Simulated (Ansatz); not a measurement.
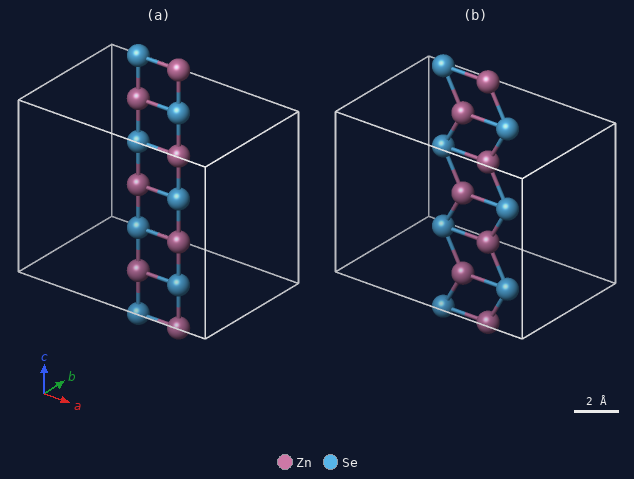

The structure of a wire of composition ZnSe before (left) and after (right) a relaxation, at one scale.

A ball-and-stick model of the 2 repeat of the cell, with the vacuum cut short, seen from a free direction.

Case: ladder chain of atoms.

All numbers below come from Ansatz, DFT PBE, scalar-relativistic, plane waves, PAW.

Input file:
```yaml
crystal:
  lattice:
    - [11.3, 0.0, 0.0]
    - [0.0, 9.3, 0.0]
    - [0.0, 0.0, 4.4675273633]
  atoms:
    - { symbol: Zn, position: [0.396218944, 0.5, 0.0], spin: 0.5 }
    - { symbol: Se, position: [0.396218944, 0.5, 0.5], spin: 0.5 }
    - { symbol: Se, position: [0.603781056, 0.5, 0.0], spin: 0.5 }
    - { symbol: Zn, position: [0.603781056, 0.5, 0.5], spin: 0.5 }
basis:
  ecutwfc: 420
kpoints:
  mp_grid: { grid: [1, 1, 15] }
hamiltonian:
  xc: pbe
scf:
  occupations: { method: gaussian, width: 0.05 }
output:
  forces: true
  stress: true
  eigenvalues: true
  populations: true
  write_density: true
  write_potential: true
  elf: true
  volumetric_format: npy
magnetization:
  spin_polarized: true
relax:
  adjacent_minimum: "off"
  f_tol: 0.01
  max_steps: 45
  cell: { fix: [a, b, alpha, beta, gamma], stress_tol: 0.03 }
```

Run as
```bash
ansatz run input.yaml --threads 2 --pin off --max-ram 5120MiB --backend cpu --events-out ev --progress --plain --runs-dir out
```

**Summarise the run.**

The largest moves relative to the layer's centre, 0.70 Å, are those of Se2 and Se3. By element the largest moves are Se 0.70 Å, Zn 0.44 Å. Along the periodic axis the drawn cell goes c 8.935 → 8.329 Å (−6.8 %). Near-neighbour distances that change, for instance: Se2–Se3 3.239 → 4.287 Å, Se2–Zn4 2.345 → 2.608 Å, Se3–Zn4 2.234 → 2.374 Å. Bond angles that change, for instance: Se2–Zn1–Se2 180.0° → 122.6°, Zn1–Se2–Zn1 180.0° → 122.6°, Se2–Zn1–Se3 90.0° → 118.7°. The energy falls by 1.459 eV per cell of the calculation in 9 accepted moves (11 points after the start). Largest force component: 1.8 eV/Å at the start, 0.0012 eV/Å at the end. The line search rejected the trial step at point 7 of the run. The SCF was repeated once at an unchanged geometry on a basis and grid sized afresh for the cell, which shifted the energy by 2.0 meV per cell of the calculation at most. The program noted that the starting moments weren't kept.
